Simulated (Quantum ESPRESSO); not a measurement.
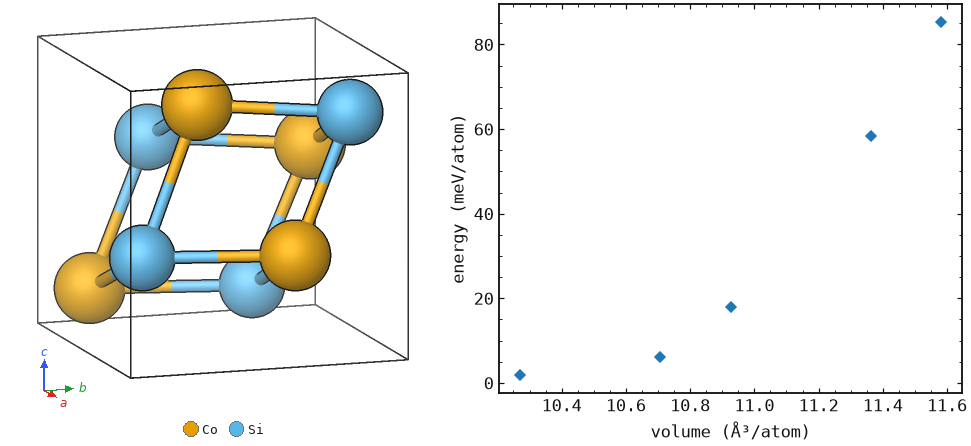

Plotted: energy against volume for CoSi, space group P2_13 (No. 198). The conventional cell is drawn beside the plot.

Cell as given: a = 4.438 Å, b = 4.438 Å, c = 4.438 Å, α = 90.00°, β = 90.00°, γ = 90.00°; 8 atoms.

Calculation (Quantum ESPRESSO 7.5): plane-wave DFT, collinear spins; energies at scaled volumes of the given cell, shape and fractions fixed, counted from the fit's minimum, third-order Birch-Murnaghan fit. Level: Q2D, collinear spin.

- k mesh: 3×3×3
- occupations: Fermi–Dirac
- smearing width: 0.05 eV
- potentials: PseudoDojo 0.4.1 SR PBE standard
- wave cutoff: 1306 eV
- density cutoff: 5225 eV

The points at volume 10.49 Å³/atom and 11.14 Å³/atom are left out of the plot. What values does the calculation give there?

```csv
volume (Å³/atom),energy (meV/atom)
10.49,0.37
11.14,35.66
```

Limits of the calculation: coarse k mesh; potentials made for another functional; shape and atomic fractions are frozen while scaling, which makes layered, chain and framework solids too stiff.
